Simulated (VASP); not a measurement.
# AlN: geometry relaxation (part 1 of 2)

AlN (F-43m, 2 atoms in the cell), computed with Kohn-Sham DFT of a periodic cell, PBE, VASP PAW PBE potentials, recommended, no spin polarisation (VASP 6.6.1).

The structure derives from a Materials Project entry.

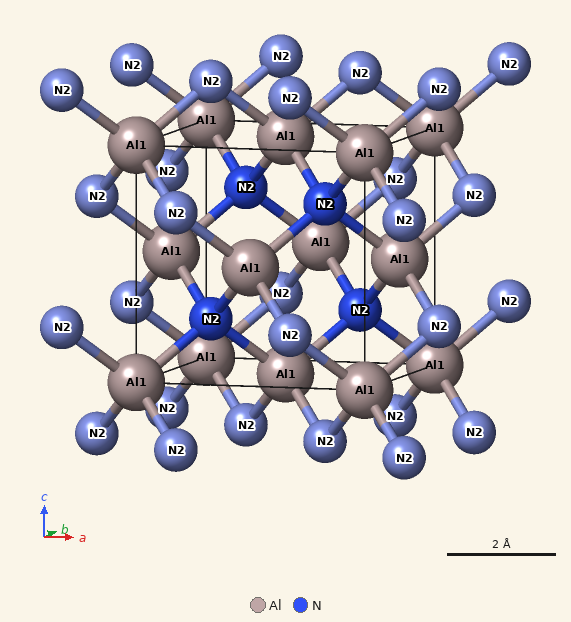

Figure 1. The input geometry (ball-and-stick view of the cell 4 times as large as that of the calculation, set on its symmetry axes, seen slightly off an axis; neighbours outside the cell are drawn fainter; atoms are numbered from 1 in the order of the input). Near neighbours in the crystal (not all of them lie inside the picture): Al has 4 N at 1.92 Å; N has 4 Al at 1.92 Å.

**INCAR**
```
  PREC = Accurate
  ENCUT = 520
  EDIFF = 1E-7
  ISMEAR = 0
  SIGMA = 0.02
  LREAL = F
  LASPH = T
  NELM = 60
  ALGO = Normal
  ISIF = 3
  LWAVE = F
  LCHARG = F
  GGA = PE
  IBRION = 2
  NSW = 80
  EDIFFG = -0.002
```

**KPOINTS**
```
regular mesh
0
Gamma
  2 2 2
```

**POSCAR**
```
AlN                                     
1.0
    0.0000000000      2.2164959289      2.2164959289
    2.2164959289     -0.0000000000      2.2164959289
    2.2164959289      2.2164959289      0.0000000000
  Al              N             
     1     1
Direct
     0.0000000000000000    0.0000000000000000    0.0000000000000000
     0.7500000000000000    0.7500000000000000    0.7500000000000000
```

Run as:
```bash
cat potpaw_PBE.64/Al/POTCAR potpaw_PBE.64/N/POTCAR > POTCAR
mpirun -np 1 vasp_std > vasp.out
```

**OSZICAR**
```
N       E                     dE             d eps       ncg     rms          rms(c)
DAV:   1     0.111811308121E+02    0.11181E+02   -0.42611E+03    48   0.838E+02
DAV:   2    -0.159269320545E+02   -0.27108E+02   -0.27108E+02    64   0.146E+02
DAV:   3    -0.164386698344E+02   -0.51174E+00   -0.51174E+00    48   0.258E+01
DAV:   4    -0.164410328990E+02   -0.23631E-02   -0.23631E-02    64   0.173E+00
DAV:   5    -0.164410481443E+02   -0.15245E-04   -0.15245E-04    56   0.126E-01    0.930E+00
DAV:   6    -0.134433784094E+02    0.29977E+01   -0.15265E+01    56   0.258E+01    0.318E+00
DAV:   7    -0.134140482524E+02    0.29330E-01   -0.16683E-01    56   0.343E+00    0.226E+00
DAV:   8    -0.134170360540E+02   -0.29878E-02   -0.26812E-02    48   0.222E+00    0.332E-01
DAV:   9    -0.134173343230E+02   -0.29827E-03   -0.47569E-04    48   0.171E-01    0.226E-01
DAV:  10    -0.134177228286E+02   -0.38851E-03   -0.59581E-04    48   0.210E-01    0.342E-02
DAV:  11    -0.134177189199E+02    0.39087E-05   -0.25690E-05    56   0.369E-02    0.133E-02
DAV:  12    -0.134177198803E+02   -0.96043E-06   -0.16780E-06    48   0.124E-02    0.120E-03
DAV:  13    -0.134177199348E+02   -0.54450E-07   -0.48403E-08    40   0.221E-03
   1 F= -.13417720E+02 E0= -.13417720E+02  d E =-.134177E+02
       N       E                     dE             d eps       ncg     rms          rms(c)
DAV:   1    -0.134177228824E+02   -0.30021E-05   -0.74714E-05    48   0.807E-02    0.118E-02
DAV:   2    -0.134177199006E+02    0.29818E-05   -0.14475E-05    48   0.265E-02    0.314E-03
DAV:   3    -0.134177198105E+02    0.90109E-07   -0.27075E-07    48   0.499E-03
   2 F= -.13417720E+02 E0= -.13417720E+02  d E =0.124275E-06
       N       E                     dE             d eps       ncg     rms          rms(c)
DAV:   1    -0.134177208106E+02   -0.91000E-06   -0.17055E-05    48   0.387E-02    0.543E-03
DAV:   2    -0.134177202262E+02    0.58445E-06   -0.31907E-06    48   0.125E-02    0.142E-03
DAV:   3    -0.134177202308E+02   -0.46938E-08   -0.55485E-08    24   0.232E-03
   3 F= -.13417720E+02 E0= -.13417720E+02  d E =-.296077E-06
```

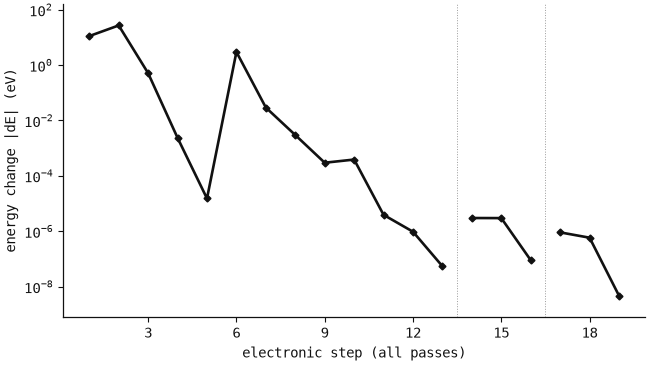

Figure 2. Convergence of the self-consistent field: energy change |dE| against the electronic step. Each stretch between dotted lines is the SCF of one geometry step of a relaxation. The 3 ionic steps take 3 to 13 electronic steps each. The density is held fixed in the first few steps, and dE rises again when its update begins.

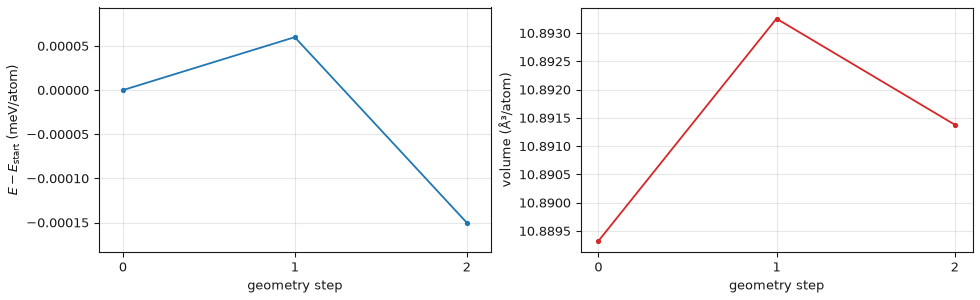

Figure 3. Progress of the relaxation, step by step (steps are counted from 0). No atom moves by more than 0.005 Å. The lattice vectors keep their values. The space group stays F-43m (No. 216). After 2 geometry steps the energy has fallen by next to nothing (0.0 meV per atom). All forces vanish by symmetry, so only the cell relaxes.

**Parts of OUTCAR**
```
PREC = Accurate
   ENCUT = 520
   EDIFF = 1E-7
   ISMEAR = 0
   LREAL = F
   LASPH = T
   NELM = 60
   ISIF = 3
   GGA = PE
   IBRION = 2
   NSW = 80
   EDIFFG = -0.002

 ion  position               nearest neighbor table
   1  0.000  0.000  0.000-   2 1.92   2 1.92   2 1.92   2 1.92
   2  0.750  0.750  0.750-   1 1.92   1 1.92   1 1.92   1 1.92

  LATTYP: Found a face centered cubic cell.
 ALAT       =     4.4329918578

  Lattice vectors:

 A1 = (   0.0000000000,   2.2164959289,   2.2164959289)
 A2 = (   2.2164959289,   0.0000000000,   2.2164959289)
 A3 = (   2.2164959289,   2.2164959289,   0.0000000000)

Analysis of symmetry for initial positions (statically):
=====================================================================
 Subroutine PRICEL returns:
 Original cell was already a primitive cell.

 Routine SETGRP: Setting up the symmetry group for a
 face centered cubic supercell.

 Subroutine GETGRP returns: Found 24 space group operations
 (whereof 24 operations were pure point group operations)
 out of a pool of 48 trial point group operations.

The static configuration has the point symmetry T_d .

Analysis of symmetry for dynamics (positions and initial velocities):
=====================================================================
 Subroutine PRICEL returns:
 Original cell was already a primitive cell.

 Routine SETGRP: Setting up the symmetry group for a
 face centered cubic supercell.

 Subroutine GETGRP returns: Found 24 space group operations
 (whereof 24 operations were pure point group operations)
 out of a pool of 48 trial point group operations.

The dynamic configuration has the point symmetry T_d .

 Subroutine INISYM returns: Found 24 space group operations
 (whereof 24 operations are pure point group operations),
 and found     1 'primitive' translations

----------------------------------------------------------------------------------------

                                     Primitive cell

  volume of cell :      21.7786

  direct lattice vectors                    reciprocal lattice vectors
     0.000000000  2.216495929  2.216495929    -0.225581285  0.225581285  0.225581285
     2.216495929  0.000000000  2.216495929     0.225581285 -0.225581285  0.225581285
     2.216495929  2.216495929  0.000000000     0.225581285  0.225581285 -0.225581285

  length of vectors
     3.134598604  3.134598604  3.134598604     0.390718247  0.390718247  0.390718247

  position of ions in fractional coordinates (direct lattice)
     0.000000000  0.000000000  0.000000000
     0.750000000  0.750000000  0.750000000

  ion indices of the primitive-cell ions
   primitive index   ion index
                 1           1
                 2           2

----------------------------------------------------------------------------------------

 KPOINTS: regular mesh

Automatic generation of k-mesh.
 Grid dimensions read from file:
 generate k-points for:    2    2    2

 Generating k-lattice:

  Cartesian coordinates                     Fractional coordinates (reciprocal lattice)
    -0.112790643  0.112790643  0.112790643     0.500000000  0.000000000  0.000000000
     0.112790643 -0.112790643  0.112790643     0.000000000  0.500000000  0.000000000
     0.112790643  0.112790643 -0.112790643     0.000000000  0.000000000  0.500000000

  Length of vectors
     0.195359123  0.195359123  0.195359123

  Shift w.r.t. Gamma in fractional coordinates (k-lattice)
     0.000000000  0.000000000  0.000000000

 Subroutine IBZKPT returns following result:
 ===========================================

 Found      3 irreducible k-points:

 Following reciprocal coordinates:
            Coordinates               Weight
  0.000000  0.000000  0.000000      1.000000
  0.500000  0.000000  0.000000      4.000000
  0.500000  0.500000  0.000000      3.000000
   k-points           NKPTS =      3   k-points in BZ     NKDIM =      3   number of bands    NBANDS=      8
   number of dos      NEDOS =    301   number of ions     NIONS =      2
   total plane-waves  NPLWV =  13824
   dimension x,y,z NGX =    24 NGY =   24 NGZ =   24
   dimension x,y,z NGXF=    48 NGYF=   48 NGZF=   48
   ions per type =               1   1
   NGX,Y,Z   is equivalent  to a cutoff of  12.73, 12.73, 12.73 a.u.
   NGXF,Y,Z  is equivalent  to a cutoff of  25.46, 25.46, 25.46 a.u.
 SYSTEM =  unknown system
   PREC   = accura    normal or accurate (medium, high low for compatibility)
   ISTART =      0    job   : 0-new  1-cont  2-samecut
   ICHARG =      2    charge: 1-file 2-atom 10-const
   ISPIN  =      1    spin polarized calculation?
   LNONCOLLINEAR =      F non collinear calculations
   LSORBIT =      F    spin-orbit coupling
   LASPH  =      T    aspherical Exc in radial PAW
   ENCUT  =  520.0 eV  38.22 Ry    6.18 a.u.   5.83  5.83  5.83*2*pi/ulx,y,z
   NELM   =     60;   NELMIN=  2; NELMDL= -5     # of ELM steps
   EDIFF  = 0.1E-06   stopping-criterion for ELM
   LREAL  =      F    real-space projection
   EDIFFG = -.2E-02   stopping-criterion for IOM
   NSW    =     80    number of steps for IOM
   IBRION =      2    ionic relax: 0-MD 1-quasi-New 2-CG
   NFREE  =      1    steps in history (QN), initial steepest desc. (CG)
   ISIF   =      3    stress and relaxation
   ISYM   =      2    0-nonsym 1-usesym 2-fastsym
   POTIM  = 0.5000    time-step for ionic-motion
   TEBEG  =    0.0;   TEEND  =   0.0 temperature during run
   PSTRESS=    0.0 pullay stress
   NELECT =       8.0000    total number of electrons
   NUPDOWN=      -1.0000    fix difference up-down
   EMIN   =  10.00;   EMAX   =-10.00  energy-range for DOS
   EFERMI =   0.00;   METHOD = LEGACY
   ISMEAR =     0;   SIGMA  =   0.02  broadening in eV -4-tet -1-fermi 0-gaus
   EFERMI_NEDOS =   21; number of points for ismear=-14 and -15
   IALGO  =     38    algorithm
   IMIX   =      4    mixing-type and parameters
     AMIX     =   0.40;   BMIX     =  1.00
     AMIX_MAG =   1.60;   BMIX_MAG =  1.00
  volume/ion in A,a.u.               =      10.89        73.48
  Fermi-wavevector in a.u.,A,eV,Ry     =   1.172451  2.215610 18.703119  1.374640
  Thomas-Fermi vector in A             =   2.308879
   LORBIT       =      0    0 simple, 1 ext, 2 COOP (PROOUT), +10 PAW based schemes
   GGA     = PE    functional components
   LHFCALC =     F    Hartree Fock is set to
   AEXX    =    0.0000 exact exchange contribution
   IVDW    =     0    specifies the selected vdW correction
   LEPSILON=     F    determine dielectric tensor
   LRPA    =     F    only Hartree local field effects (RPA)
 conjugate gradient relaxation of ions
 non-spin polarized calculation
 Gauss-broadening in eV      SIGMA  =   0.02
  energy-cutoff  :      520.00
  volume of cell :       21.78
 maximum number of plane-waves:       588
 NGX is ok and might be reduce to    24
   NGX = 11   NGY = 11   NGZ = 11
```
